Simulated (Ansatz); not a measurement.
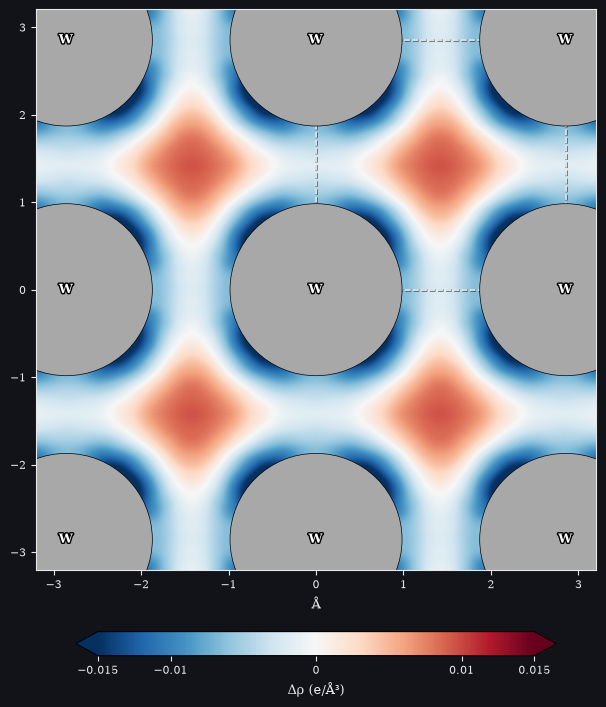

W. Difference of the valence pseudo-densities of two functionals at the same geometry, on the (110) plane of the calculation cell: one of PBEsol and r2SCAN less the other.

Both computed with Ansatz (plane waves, PAW), on the same k-point mesh. Grey discs cover the atomic cores.

### Which was subtracted from which, and what does the map show?

It is r2SCAN less PBEsol. Against PBEsol, r2SCAN gives less density around W (−0.005 e/Å³ on average at 1.1 Å from the nucleus).
